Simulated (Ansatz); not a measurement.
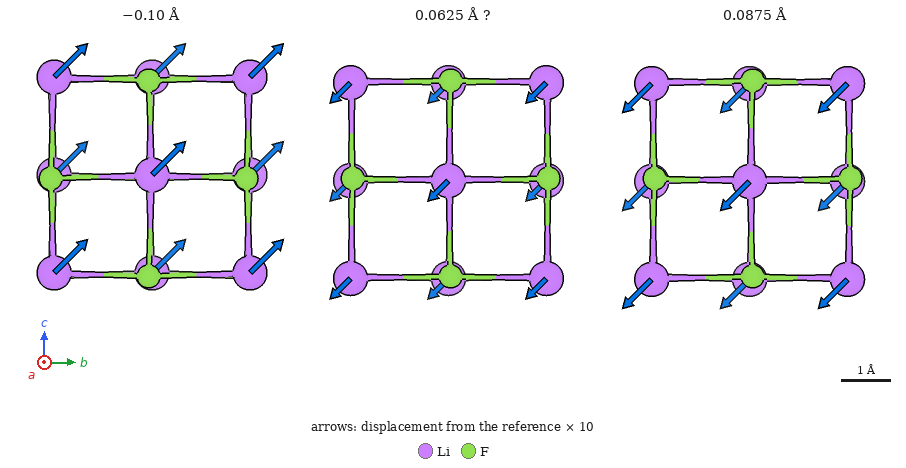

Solid LiF (Fm-3m): the whole Li sublattice is shifted rigidly, towards the nearest copy of atom 1 (Li) at 2.848 Å, all else fixed. A ball-and-stick model of the conventional cell (4 times the calculation's cell), seen along the a axis. Blue arrows: displacements from the reference. Lengths and directions refer to the drawn axes.

Level of theory: DFT PBEsol, scalar-relativistic, plane waves, PAW in Ansatz. Settings: plane-wave cutoff 420 eV; k-point mesh 10 × 10 × 10; occupations gaussian; smearing width 0.05 eV; no spin polarisation. Energies (free energies at the smearing named) are counted from the cell as listed in its source, which wasn't relaxed.

| displacement (Å) | E − E(ref) (meV/cell) |
| --- | --- |
| −0.1000 | 7.80 |
| −0.0500 | 1.93 |
| 0.0000 | 0.00 |
| 0.0125 | 0.12 |
| 0.0250 | 0.48 |
| 0.0375 | 1.08 |
| 0.0625 | ? |
| 0.0750 | 4.36 |
| 0.0875 | 5.95 |

**Fill in the missing row.**

A straight line between the two neighbours gives 3.27 meV/cell. A cubic through the four nearest rows (0.0250, 0.0375, 0.0750, 0.0875) gives, with Lagrange weights, (−0.2000)(0.48) + (0.5000)(1.08) + (1.0000)(4.36) + (−0.3000)(5.95) = 3.02 meV/cell. The calculation gives 3.02 meV/cell, so the cubic is right to the digits shown and the straight line 0.25 meV/cell too high, as the curve bends upwards here.

The whole profile:

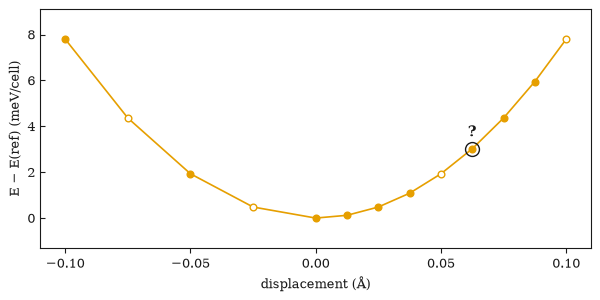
